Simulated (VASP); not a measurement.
**Band-structure calculation, with input and output: SrCl₂**

System: SrCl₂ (I4/mmm, 3 atoms in the cell).
Method: DFT, PBE, plane waves, PAW (VASP 6.6.1).

The structure was built on a prototype by a generator. The geometry comes from this level: r2SCAN (a point of a series of strains). It belongs to a series of runs on one base structure; here: uniaxial_x strain -0.5%.

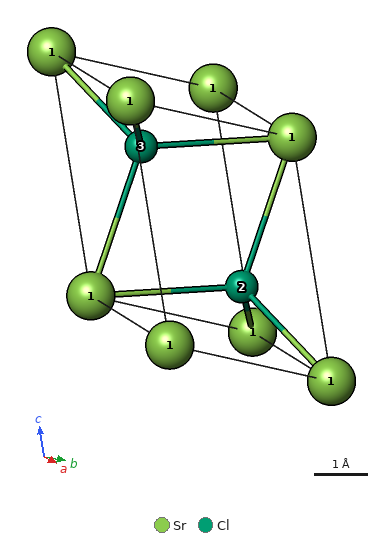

Fig. 1: The input geometry (ball-and-stick view of the reduced cell, seen slightly off an axis; atoms are numbered from 1 in the order of the input). An atom can appear more than once, as a periodic image.

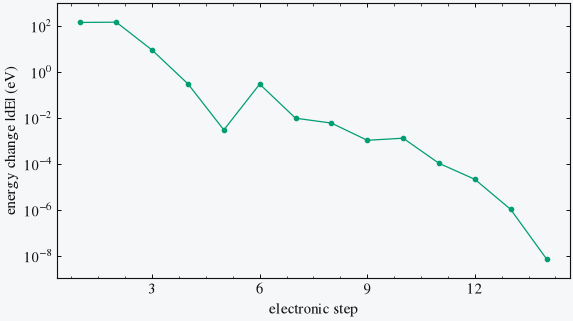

Fig. 2: Convergence of the self-consistent field: energy change |dE| against the electronic step. It takes 14 electronic steps. The density is held fixed in the first few steps, and dE rises again when its update begins.

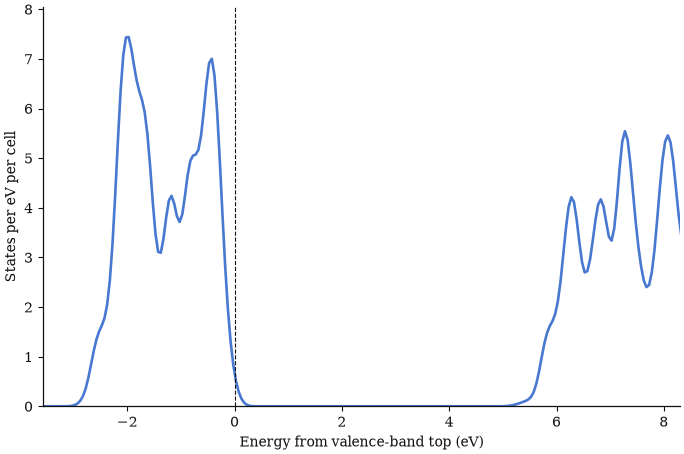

Fig. 3: Density of states (the curve is built from the levels of the k mesh with Gaussians 0.3 eV wide, which also blur the band edges), with energies from the valence-band top. There is a gap of 5.31 eV on the k-point mesh. Small ripples come from the finite k-point mesh.

These pictures come from the run below.

### INCAR
```
ENCUT = 520.000000
SIGMA = 0.020000
EDIFF = 1.00e-07
GGA = PE
PREC = Accurate
IBRION = -1
ISIF = 2
ISMEAR = -1
NBANDS = 19
NELM = 120
NSW = 0
LASPH = .TRUE.
LCHARG = .FALSE.
LWAVE = .FALSE.
LREAL = .FALSE.
```

### KPOINTS
```
KPOINTS created by Atomic Simulation Environment
0
Gamma
6 6 6
0 0 0
```

### KPOINTS_OPT
```
special points
7
Reciprocal
0.0000000000 0.0000000000 0.0000000000 1
0.5000000000 0.0000000000 0.5000000000 1
0.6250000000 0.2500000000 0.6250000000 1
0.3750000000 0.3750000000 0.7500000000 1
0.5000000000 0.5000000000 0.5000000000 1
0.5000000000 0.2500000000 0.7500000000 1
0.0000000000 0.5000000000 0.5000000000 1
```

### POSCAR
```
Sr Cl
 1.0000000000000000
     0.0000000000000000    3.4977180852999998    3.4977180852999998
     3.4802294948000001    0.0000000000000000    3.4977180852999998
     3.4802294948000001    3.4977180852999998    0.0000000000000000
 Sr  Cl
   1   2
Cartesian
  0.0000000000000000  0.0000000000000000  0.0000000000000000
  1.7401147473999998  1.7488590426499997  1.7488590426499997
  5.2203442422000004  5.2465771279499984  5.2465771279499984
```

Command:
```bash
mpirun -np 1 vasp_std
```

### OSZICAR
```
N       E                     dE             d eps       ncg     rms          rms(c)
DAV:   1     0.142177895952E+03    0.14218E+03   -0.11442E+04  1140   0.113E+03
DAV:   2    -0.383269188835E+01   -0.14601E+03   -0.14242E+03  1506   0.224E+02
DAV:   3    -0.127566411663E+02   -0.89239E+01   -0.88940E+01  1447   0.549E+01
DAV:   4    -0.130584194471E+02   -0.30178E+00   -0.30128E+00  1836   0.888E+00
DAV:   5    -0.130614310647E+02   -0.30116E-02   -0.30114E-02  1541   0.929E-01    0.128E+01
DAV:   6    -0.127656309522E+02    0.29580E+00   -0.59643E-01  1324   0.432E+00    0.827E+00
DAV:   7    -0.127753583375E+02   -0.97274E-02   -0.36399E-01  1535   0.362E+00    0.212E+00
DAV:   8    -0.127813310852E+02   -0.59727E-02   -0.54493E-02  1281   0.128E+00    0.395E-01
DAV:   9    -0.127823962515E+02   -0.10652E-02   -0.20823E-03  1462   0.270E-01    0.142E-01
DAV:  10    -0.127837116342E+02   -0.13154E-02   -0.91534E-04  1219   0.177E-01    0.341E-02
DAV:  11    -0.127838180421E+02   -0.10641E-03   -0.71856E-05  1488   0.480E-02    0.414E-02
DAV:  12    -0.127838394477E+02   -0.21406E-04   -0.23472E-05  1221   0.246E-02    0.611E-03
DAV:  13    -0.127838404988E+02   -0.10511E-05   -0.13021E-06  1524   0.649E-03    0.439E-03
DAV:  14    -0.127838404914E+02    0.73683E-08   -0.41325E-07  1173   0.401E-03
   1 F= -.12783840E+02 E0= -.12783840E+02  d E =-.363237E-12
       N       E                     dE             ncg
DAV:   1     0.618131640232E+03   -0.48674E+04      266
DAV:   2    -0.422691422776E+03   -0.10408E+04      349
DAV:   3    -0.490608454739E+03   -0.67917E+02      353
DAV:   4    -0.493137281525E+03   -0.25288E+01      473
DAV:   5    -0.493167636618E+03   -0.30355E-01      372
DAV:   6    -0.493168163448E+03   -0.52683E-03      398
DAV:   7    -0.493168171406E+03   -0.79584E-05      404
DAV:   8    -0.493168171494E+03   -0.88173E-07      369
```

### Parts of OUTCAR
```
k-points           NKPTS =     30   k-points in BZ     NKDIM =     30   number of bands    NBANDS=     19

   NELECT =      24.0000    total number of electrons

   dimension x,y,z NGX =    40 NGY =   40 NGZ =   40
   dimension x,y,z NGXF=    80 NGYF=   80 NGZF=   80

  energy-cutoff  :      520.00
  volume of cell :       85.15
      direct lattice vectors                 reciprocal lattice vectors
     0.000000000  3.497718085  3.497718085    -0.143668686  0.142950343  0.142950343
     3.480229495  0.000000000  3.497718085     0.143668686 -0.142950343  0.142950343
     3.480229495  3.497718085  0.000000000     0.143668686  0.142950343 -0.142950343

 k-points in reciprocal lattice and weights: KPOINTS created by Atomic Simulation Env
   0.00000000  0.00000000  0.00000000       0.005
   0.16666667  0.00000000  0.00000000       0.037
   0.33333333  0.00000000  0.00000000       0.037
   0.50000000  0.00000000  0.00000000       0.019
   0.16666667  0.16666667  0.00000000       0.019
   0.33333333  0.16666667  0.00000000       0.074
   0.50000000  0.16666667  0.00000000       0.074
  -0.33333333  0.16666667 -0.00000000       0.074
  -0.16666667  0.16666667 -0.00000000       0.037
   0.33333333  0.33333333  0.00000000       0.019
   0.50000000  0.33333333  0.00000000       0.074
  -0.33333333  0.33333333 -0.00000000       0.037
   0.50000000  0.50000000  0.00000000       0.009
   0.00000000  0.16666667  0.16666667       0.009
   0.33333333  0.16666667  0.16666667       0.019
   0.50000000  0.16666667  0.16666667       0.037
  -0.33333333  0.16666667  0.16666667       0.037
  -0.16666667  0.16666667  0.16666667       0.037
   0.50000000  0.33333333  0.16666667       0.037
  -0.33333333  0.33333333  0.16666667       0.074
  -0.16666667  0.33333333  0.16666667       0.037
   0.33333333  0.50000000  0.16666667       0.037
  -0.33333333  0.50000000  0.16666667       0.019
   0.33333333 -0.33333333  0.16666667       0.037
   0.50000000 -0.33333333  0.16666667       0.019
   0.00000000  0.33333333  0.33333333       0.009
  -0.33333333  0.33333333  0.33333333       0.019
  -0.16666667  0.33333333  0.33333333       0.037
  -0.16666667  0.50000000  0.33333333       0.019
   0.00000000  0.50000000  0.50000000       0.005

 E-fermi :   0.6285

 k-point     1 :       0.0000    0.0000    0.0000
  band No.  band energies     occupation
      1     -32.7643      2.00000
      2     -14.7555      2.00000
      3     -14.7541      2.00000
      4     -14.7541      2.00000
      5     -13.1631      2.00000
      6     -12.3192      2.00000
      7      -1.9924      2.00000
      8      -1.9775      2.00000
      9      -1.9775      2.00000
     10      -0.2159      2.00000
     11      -0.2159      2.00000
     12      -0.1776      2.00000
     13       5.4584      0.00000
     14       6.2141      0.00000
     15       6.2480      0.00000
     16       9.1560      0.00000
     17       9.1560      0.00000
     18       9.1774      0.00000
     19       9.4282      0.00000

 k-point     2 :       0.1667    0.0000    0.0000
  band No.  band energies     occupation
      1     -32.7635      2.00000
      2     -14.8401      2.00000
      3     -14.7584      2.00000
      4     -14.7576      2.00000
      5     -13.0154      2.00000
      6     -12.3756      2.00000
      7      -1.8860      2.00000
      8      -1.8778      2.00000
      9      -1.7980      2.00000
     10      -0.5136      2.00000
     11      -0.3624      2.00000
     12      -0.3388      2.00000
     13       6.0476      0.00000
     14       6.4228      0.00000
     15       6.4509      0.00000
     16       8.1498      0.00000
     17       8.8688      0.00000
     18       8.8701      0.00000
     19       9.9471      0.00000

 k-point     3 :       0.3333    0.0000    0.0000
  band No.  band energies     occupation
      1     -32.7619      2.00000
      2     -14.9764      2.00000
      3     -14.7651      2.00000
      4     -14.7645      2.00000
      5     -12.8015      2.00000
      6     -12.4324      2.00000
      7      -1.6277      2.00000
      8      -1.6267      2.00000
      9      -1.4485      2.00000
     10      -1.0291      2.00000
     11      -0.6864      2.00000
     12      -0.6729      2.00000
     13       6.7501      0.00000
     14       6.7543      0.00000
     15       6.9604      0.00000
     16       8.1306      0.00000
     17       8.7052      0.00000
     18       8.7055      0.00000
     19       9.2270      0.00000

 k-point     4 :       0.5000    0.0000    0.0000
  band No.  band energies     occupation
      1     -32.7612      2.00000
      2     -15.0328      2.00000
      3     -14.7684      2.00000
      4     -14.7679      2.00000
      5     -12.7672      2.00000
      6     -12.3951      2.00000
      7      -1.4275      2.00000
      8      -1.4204      2.00000
      9      -1.3584      2.00000
     10      -1.1798      2.00000
     11      -0.9129      2.00000
     12      -0.9092      2.00000
     13       6.8377      0.00000
     14       6.8463      0.00000
     15       7.6291      0.00000
     16       7.9985      0.00000
     17       8.7364      0.00000
     18       8.7407      0.00000
     19       8.8914      0.00000

 k-point     5 :       0.1667    0.1667    0.0000
  band No.  band energies     occupation
      1     -32.7632      2.00000
      2     -14.8604      2.00000
      3     -14.7637      2.00000
      4     -14.7621      2.00000
      5     -12.9620      2.00000
      6     -12.3974      2.00000
      7      -1.9481      2.00000
      8      -1.9315      2.00000
      9      -1.5408      2.00000
     10      -0.9721      2.00000
     11      -0.2056      2.00000
     12      -0.1667      2.00000
     13       6.0931      0.00000
     14       6.4807      0.00000
     15       6.4982      0.00000
     16       8.4286      0.00000
     17       8.4394      0.00000
     18       8.9024      0.00000
     19       9.0641      0.00000

 [... the levels of 24 k-points are left out ...]

 k-point    30 :       0.0000    0.5000    0.5000
  band No.  band energies     occupation
      1     -32.7601      2.00000
      2     -15.0919      2.00000
      3     -14.7868      2.00000
      4     -14.7868      2.00000
      5     -12.6270      2.00000
      6     -12.4112      2.00000
      7      -2.6130      2.00000
      8      -1.7377      2.00000
      9      -1.7377      2.00000
     10      -0.2763      2.00000
     11      -0.2763      2.00000
     12       0.1531      2.00000
     13       5.6396      0.00000
     14       7.1876      0.00000
     15       7.7256      0.00000
     16       8.1474      0.00000
     17       8.1474      0.00000
     18       8.7864      0.00000
     19      10.0409      0.00000

  Total        0.6014248      0.4647529      0.4647529     -0.0000000      0.0000000     -0.0000000
  in kB       11.3157791      8.7443029      8.7443029     -0.0000000      0.0000000     -0.0000000
  external PRESSURE =       9.6014617 kB  Pullay stress =       0.0000000 kB

 POSITION                                       TOTAL-FORCE (eV/Angst)
 -----------------------------------------------------------------------------------
      0.00000      0.00000      0.00000         0.000000     -0.000000     -0.000000
      1.74011      1.74886      1.74886         0.000000      0.000000      0.000000
      5.22034      5.24658      5.24658        -0.000000     -0.000000     -0.000000
 -----------------------------------------------------------------------------------
    total drift:                               -0.000000     -0.000000      0.000000

  FREE ENERGIE OF THE ION-ELECTRON SYSTEM (eV)
  ---------------------------------------------------
  free  energy   TOTEN  =       -12.7838404914 eV

  energy  without entropy=      -12.7838404914  energy(sigma->0) =      -12.78384049
```

### Key numbers

- outcome: converged
- space group (tolerance 0.01 Å): I4/mmm (139)
- electrons treated: 24
- free energy: −12.7838 eV
- Fermi energy: 0.628 eV
- band gap: 5.31 eV
- pressure: 0.96 GPa
- largest force (length of the vector): under 0.001 eV/Å
- hardware: 1 CPU thread, shared host
- wall time: 61 s
- peak memory: 0.25 GiB
